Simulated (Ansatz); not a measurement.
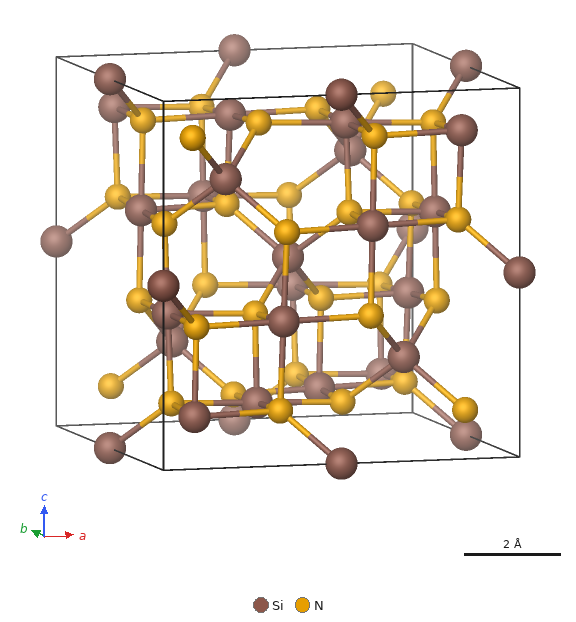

Fig. 1: The input geometry (ball-and-stick view of the cell 4 times as large as that of the calculation, set on its symmetry axes, seen slightly off an axis). An atom can appear more than once, as a periodic image. Near neighbours in the periodic cell (some may lie outside the picture): Si has 6 N at 1.89 Å; Si has 4 N at 1.79 Å; N has 4 Si at 1.79 to 1.89 Å.

## Band-structure calculation, with input and output: Si3N4

Si3N4 (Fd-3m, 14 atoms in the cell), computed with DFT PBEsol, scalar-relativistic, plane waves, PAW, no spin polarisation (Ansatz 0.2.0).

The structure derives from a Materials Project entry.

## Output
```
scf.n_extra_bands = 35 over 32 filled bands (N_el = 64.0): the run solves 67 bands
Engine: ansatz 0.2.0, x86_64-unknown-linux-gnu
Pseudopotentials: kind: paw
Pseudopotential: Si, paw, valence charge 4, recommended cutoff 420 eV (normal), Si.paw.azcp
Pseudopotential: N, paw, valence charge 5, recommended cutoff 420 eV (normal), N.paw.azcp
Functional definition: PBEsol
  exchange = pbesol_x
  correlation = pbesol_c
Crystal: 14 atoms, lattice volume = 118.148 Å³
Basis set: ecut = 420 eV, 2277 PW (Γ), exchange–correlation on 80×80×80 points (8 copies of the dense FFT grid, shifted against one another)
Bands: 67, of which v1, the nominal top of the filled ones, is band 32 counted from 1 (31 counted from 0)
Symmetry: 48 space group operations
Space group: Fd-3m (ITA 227), of the structure as read, at distance tolerance 4.9e-5 Å
k-points: 16 of 216
Non-local potential: Si, projectors of the file, l = 0: 2, l = 1: 2, l = 2: 2
Non-local potential: N, projectors of the file, l = 0: 2, l = 1: 2, l = 2: 1
PAW form: soft (Blöchl's): semilocal exchange-correlation on the pseudo side does not see the compensation charge
PAW frozen core: Si, regenerated for the run's functional, and the local potential with it (the file was generated under x = pbe(κ = 0.804, μ = 0.2195149727645171), c = pbe(β = 0.06672455060314922))
PAW frozen core: N, regenerated for the run's functional, and the local potential with it (the file was generated under x = pbe(κ = 0.804, μ = 0.2195149727645171), c = pbe(β = 0.06672455060314922))
PAW one-centre angular grid: Si, 110 points (default); XC on 64 Gauss nodes
PAW one-centre angular grid: N, 110 points (default); XC on 64 Gauss nodes
Initial density: superposition of atomic densities (neutral atoms: chi_scale 0, normalization atom), corrected by the library's trained network
Initial wavefunctions: pseudopotential atomic-orbital guess
Functional: x = pbesol(κ = 0.804, μ = 0.12345679012345678), c = pbesol(β = 0.046)
SCF iter   1: F=—  HF=-6772.746841 eV  |F-HF|=—  |Δ(HF+E_count)|=         —  Δρ=1.35e-2  dr2=2.08e-1  ethr=1.77e-3  ⟨swp⟩=5.9  Hψ=5259  notcnv=0  defer=89
preconditioner: auto → Resta (q_TF=auto, 2.463 Å⁻¹)  ε∞=3.3  [insulator: Δε(μ)=3.095 eV  Ē_g=18.145 eV  σ=0.020 eV  W_gap=1.00  n_scr=26 (ndim 8)  ℏωp=27.3 eV  f_vac=0.000  D(μ)=0.00/eV (n_scr^D=0)  ε∞_Penn≈3.3]
SCF iter   2: F=—  HF=-6772.693193 eV  |F-HF|=—  |Δ(HF+E_count)|=   5.36e-2  Δρ=5.89e-3  dr2=4.26e-2  ethr=3.26e-4  ⟨swp⟩=1.7  Hψ=1294  notcnv=0  defer=427
SCF iter   3: F=—  HF=-6772.680836 eV  |F-HF|=—  |Δ(HF+E_count)|=   1.24e-2  Δρ=8.10e-4  dr2=3.87e-4  ethr=6.65e-5  ⟨swp⟩=2.2  Hψ=1150  notcnv=0  defer=468
SCF iter   4: F=—  HF=-6772.680782 eV  |F-HF|=—  |Δ(HF+E_count)|=   5.36e-5  Δρ=1.78e-4  dr2=2.81e-5  ethr=6.04e-7  ⟨swp⟩=2.7  Hψ=1106  notcnv=0  defer=468
SCF iter   5: F=—  HF=-6772.680768 eV  |F-HF|=—  |Δ(HF+E_count)|=   1.42e-5  Δρ=1.85e-5  dr2=3.12e-7  ethr=4.40e-8  ⟨swp⟩=2.1  Hψ=1115  notcnv=0  defer=468
SCF iter   6: F=-6772.680768 eV  HF=-6772.680768 eV  |F-HF|=2.74e-9  |Δ(HF+E_count)|=   1.55e-7  Δρ=2.52e-6  dr2=7.11e-9  ethr=1.56e-10  ⟨swp⟩=14.5  Hψ=7719  notcnv=0
SCF 1 converged in 6 iterations: F = -6772.680768 eV  dr2 = 7.11e-9
  greatest PAW one-centre occupation: 0.786 electrons in one spin orbital (limit 2), on the N atom at site 11 (counted from 0), in its partial waves of l = 0
NSCF: frozen V_eff on 62 k-points
NSCF: frozen V_eff on 35 k-points
SCF converged after 6 iterations
Free energy (F): -6772.680768 eV
Harris-Foulkes:  -6772.680768 eV  (|F-HF|=2.74e-9)
Internal energy: -6772.680768 eV  (E = F + TS)
E sigma→0 (E₀):  -6772.680768 eV
Fermi energy:    12.501526 eV
--- Per-component energies (eV) ---
  E_band       = 264.775255
  E_kinetic    = 1354.995609
  E_local      = -1476.388056  (includes V_loc(G=0)·N_el)
  E_nonlocal   = 503.257701
  E_hartree    = 485.497706
  E_xc         = -823.766518
  E_vxc        = -915.865914  (∫ρ·V_xc dr)
  E_paw        = -3976.631310  (= ΣΔE_a)
  E_vpaw       = -172.221347  (= ΣTr[D̂ρ^β])
  E_aug_tail   = 0.000826  (compensation charges beyond the density's cutoff)
  E_ewald      = -2840.060881
  E_core_change = 0.414155  (= ΣΔE_core)
  E_smearing   = -0.000000  (= −TS)
  E_closure    = -0.000000  (closes the sum)
  Σ components = -6772.680768   (vs F -6772.680768, Δ=0.00e0)
--- Forces (eV/Å), atoms counted from 1 ---
  atom   1  Si    -0.00000000     0.00000000    -0.00000000
  atom   2  Si    -0.00000000     0.00000000    -0.00000000
  atom   3  Si    -0.00000000     0.00000000     0.00000000
  atom   4  Si    -0.00000000     0.00000000    -0.00000000
  atom   5  Si     0.00000000     0.00000000    -0.00000000
  atom   6  Si     0.00000000    -0.00000000     0.00000000
  atom   7  N     -0.03254970    -0.03254970    -0.03254970
  atom   8  N      0.03254970    -0.03254970    -0.03254970
  atom   9  N     -0.03254970    -0.03254970     0.03254970
  atom  10  N     -0.03254970     0.03254970    -0.03254970
  atom  11  N      0.03254970     0.03254970    -0.03254970
  atom  12  N      0.03254970    -0.03254970     0.03254970
  atom  13  N      0.03254970     0.03254970     0.03254970
  atom  14  N     -0.03254970     0.03254970     0.03254970
  max |Σ_I F_I| component: 1.04e-16 eV/Å
--- Stress (GPa, compression-positive) ---
       -5.284859       0.000000       0.000000
        0.000000      -5.284859      -0.000000
        0.000000       0.000000      -5.284859
  P = ⅓ Tr σ = -5.2849 GPa (-52.849 kbar)
--- Band table (eV; the first three rows and the last of 16) ---
  k-point 0: bands = ["-7.8739", "-4.5641", "-3.6345", "-3.6345", "-3.6345", "-2.6598", "-2.6598", "-2.6598", "0.3870", "1.4258", "1.9708", "1.9708", "1.9708", "3.6436", "3.6436", "6.7045", "6.7045", "6.7045", "8.5441", "8.5441", "8.5441", "9.0133", "9.0133", "9.0133", "10.1061", "10.1061", "10.7300", "10.7300", "10.7300", "10.8511", "10.8511", "10.8511", "14.1105", "14.1105", "14.1105", "15.6731", "16.7933", "17.5886", "18.2192", "18.2192", "18.5558", "18.5558", "18.5558", "20.3446", "20.3446", "20.3446", "22.0925", "22.0925", "22.0925", "22.2531", "22.2531", "23.2313", "23.2313", "23.2313", "24.5179", "25.4082", "25.4082", "25.4082", "26.5414", "27.1541", "27.1541", "27.1541", "27.1791", "27.1791", "28.7452", "28.7452", "28.7452"]
  k-point 1: bands = ["-7.7258", "-4.7459", "-3.9622", "-3.6082", "-3.6082", "-2.7720", "-2.7655", "-2.7655", "0.7567", "1.7308", "2.1728", "2.1728", "2.5646", "3.9043", "3.9043", "6.2076", "6.6313", "6.6313", "8.1421", "8.1421", "8.4520", "8.6285", "8.9170", "8.9170", "9.8444", "9.8444", "10.1102", "10.4927", "10.4927", "10.5893", "10.8091", "10.8091", "14.5046", "14.6168", "14.6168", "16.1798", "17.1783", "18.0443", "18.6634", "18.6634", "18.8504", "18.9936", "18.9936", "19.8537", "20.5936", "20.5936", "21.0753", "21.0753", "22.0916", "22.8531", "22.8531", "23.5097", "23.7378", "23.7378", "24.3937", "25.0262", "25.4472", "25.4472", "26.1766", "26.6024", "26.6024", "26.9013", "26.9013", "27.0222", "28.3754", "28.8959", "28.8959"]
  k-point 2: bands = ["-7.3048", "-5.4847", "-4.1353", "-3.5208", "-3.5208", "-3.0560", "-3.0036", "-3.0036", "1.4949", "2.4242", "2.7248", "2.7248", "3.9374", "4.3253", "4.3253", "5.4127", "6.4026", "6.4026", "7.1885", "7.7674", "7.7674", "8.4256", "8.4256", "8.4781", "8.8400", "9.1387", "9.1387", "10.2692", "10.3679", "10.3679", "10.6744", "10.6744", "15.2175", "15.6581", "15.6581", "17.3081", "17.4846", "18.4679", "18.4679", "18.7118", "19.5213", "19.8938", "20.2076", "20.2076", "20.8455", "20.8455", "21.7247", "21.7247", "21.9169", "23.4523", "23.4523", "23.5381", "24.1357", "24.1480", "24.1480", "24.7100", "24.7569", "24.7569", "25.1165", "25.7281", "25.7281", "26.4102", "26.4102", "26.7515", "27.4808", "27.9821", "27.9821"]
  k-point 15: bands = ["-6.1600", "-6.1600", "-4.8472", "-4.8472", "-3.3508", "-3.3508", "-2.6293", "-2.6293", "3.0790", "3.0790", "3.8142", "3.8142", "4.7127", "4.7127", "5.3852", "5.3852", "5.6637", "5.6637", "6.5347", "6.5347", "7.1836", "7.1836", "7.4970", "7.4970", "8.7857", "8.7857", "9.1450", "9.1450", "9.6751", "9.6751", "10.2780", "10.2780", "17.4318", "17.4318", "17.8301", "17.8301", "18.6997", "18.6997", "19.5623", "19.5623", "20.4079", "20.4079", "20.5519", "20.5519", "21.5321", "21.5321", "22.0255", "22.0255", "22.5472", "22.5472", "22.9605", "22.9605", "23.3076", "23.3076", "23.4240", "23.4240", "24.0745", "24.0745", "24.3839", "24.3839", "25.1040", "25.1040", "26.1229", "26.1229", "27.2477", "27.2477", "28.7060"]
--- Löwdin populations: 14 sites ---
  site symbol       q [e]
     0     Si      2.7019
     1     Si      2.7019
     2     Si      2.7019
     3     Si      2.7019
     4     Si      2.6609
     5     Si      2.6609
     6      N      5.8789
     7      N      5.8789
     8      N      5.8789
     9      N      5.8789
    10      N      5.8789
    11      N      5.8789
    12      N      5.8789
    13      N      5.8789
  spilling = 0.013115 (of n_electrons = 64.000000)
```

## File populations.tsv
```
# site	symbol	l	j	q
# orbitals = lowdin
# n_electrons = 64.000000
# spilling = 0.013115
0	Si	0_3S	-	0.797468
0	Si	1_3P	-	1.904407
1	Si	0_3S	-	0.797468
1	Si	1_3P	-	1.904407
2	Si	0_3S	-	0.797468
2	Si	1_3P	-	1.904407
3	Si	0_3S	-	0.797468
3	Si	1_3P	-	1.904407
4	Si	0_3S	-	0.863273
4	Si	1_3P	-	1.797618
5	Si	0_3S	-	0.863273
5	Si	1_3P	-	1.797618
6	N	0_2S	-	1.405310
6	N	1_2P	-	4.473608
7	N	0_2S	-	1.405310
7	N	1_2P	-	4.473608
8	N	0_2S	-	1.405310
8	N	1_2P	-	4.473608
9	N	0_2S	-	1.405310
9	N	1_2P	-	4.473608
10	N	0_2S	-	1.405310
10	N	1_2P	-	4.473608
11	N	0_2S	-	1.405310
11	N	1_2P	-	4.473608
12	N	0_2S	-	1.405310
12	N	1_2P	-	4.473608
13	N	0_2S	-	1.405310
13	N	1_2P	-	4.473608
```

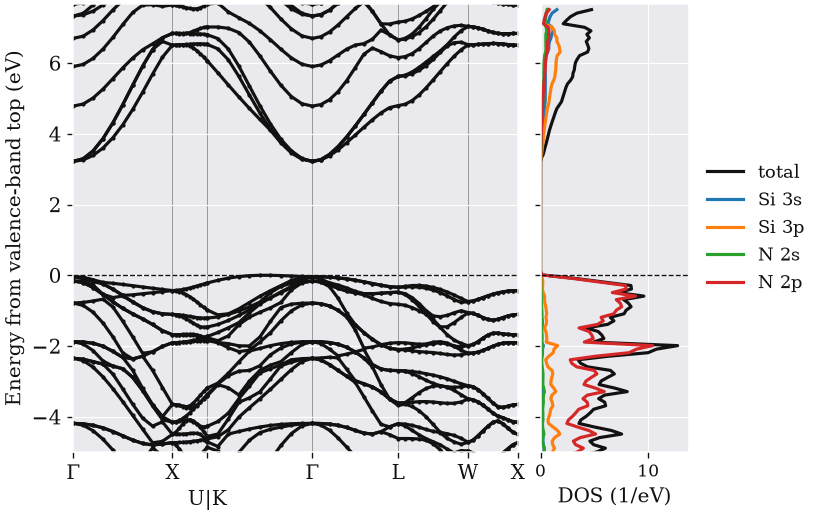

Fig. 2: Band structure along Γ–X–U|K–Γ–L–W–X and density of states (projected on Löwdin-orthogonalised atomic shells), with energies from the valence-band top. There is a gap of 3.22 eV on this path.

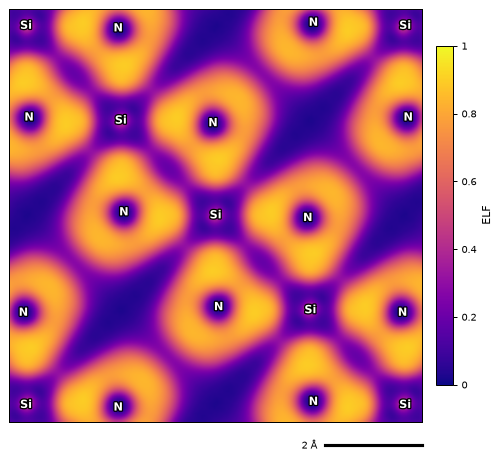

Fig. 3: ELF on the (010) plane of the conventional cell. Atoms in the plane: Si and N. In a PAW calculation such maps are meaningful between the atoms, not at the nuclei.

The run was set up as follows.

## The input
```yaml
crystal:
  lattice:
    - [0.0, 3.8946186242, 3.8946186242]
    - [3.8946186242, 0.0, 3.8946186242]
    - [3.8946186242, 3.8946186242, 0.0]
  atoms:
    - { symbol: Si, position: [0.125, 0.125, 0.625] }
    - { symbol: Si, position: [0.125, 0.625, 0.125] }
    - { symbol: Si, position: [0.625, 0.125, 0.125] }
    - { symbol: Si, position: [0.125, 0.125, 0.125] }
    - { symbol: Si, position: [0.75, 0.75, 0.75] }
    - { symbol: Si, position: [0.5, 0.5, 0.5] }
    - { symbol: "N", position: [0.3675422895, 0.3675422895, 0.3675422895] }
    - { symbol: "N", position: [0.3526268684, 0.8824577105, 0.8824577105] }
    - { symbol: "N", position: [0.8824577105, 0.8824577105, 0.3526268684] }
    - { symbol: "N", position: [0.8824577105, 0.3526268684, 0.8824577105] }
    - { symbol: "N", position: [0.3675422895, 0.3675422895, 0.8973731316] }
    - { symbol: "N", position: [0.3675422895, 0.8973731316, 0.3675422895] }
    - { symbol: "N", position: [0.8824577105, 0.8824577105, 0.8824577105] }
    - { symbol: "N", position: [0.8973731316, 0.3675422895, 0.3675422895] }
basis:
  ecutwfc: 420
kpoints:
  mp_grid: { grid: [6, 6, 6] }
  band_path:
    path:
      - [[0.0, 0.0, 0.0], [0.5, 0.0, 0.5], [0.625, 0.25, 0.625]]
      - [[0.375, 0.375, 0.75], [0.0, 0.0, 0.0], [0.5, 0.5, 0.5], [0.5, 0.25, 0.75], [0.5, 0.0, 0.5]]
    npoints: 10
hamiltonian:
  xc: pbesol
scf:
  occupations: { method: gaussian, width: 0.02 }
  n_extra_bands: 35
output:
  forces: true
  stress: true
  eigenvalues: true
  populations: true
  dos: { projected: true, de: 0.02, nscf_kmesh: { grid: [9, 9, 9] } }
  bader: false
  write_density: true
  write_potential: true
  elf: true
  volumetric_format: npy
```

Launch command:
```bash
ansatz run input.yaml --threads 4 --pin off --max-ram 10240MiB --backend cpu --events-out ev --progress --plain --runs-dir out
```

## Results in brief

| quantity | value |
| --- | --- |
| outcome | converged |
| space group (tolerance 0.01 Å) | Fd-3m (227) |
| electrons treated | 64 |
| free energy | −6772.6808 eV |
| Fermi energy | 12.502 eV |
| gap on the k-point mesh | 3.22 eV |
| gap on the band path | 3.22 eV |
| pressure | −5.28 GPa |
| largest force (length of the vector) | 0.056 eV/Å |
| hardware | 4 threads of Intel Xeon @ 2.50GHz (Skylake/Cascade Lake), 189 GiB of memory available, shared host |
| wall time | 18 s (CPU time 65 s) |
| peak memory | 0.64 GiB |

## Notes

The cell is under a tension of 5.3 GPa at this level, so it is not at its equilibrium volume.
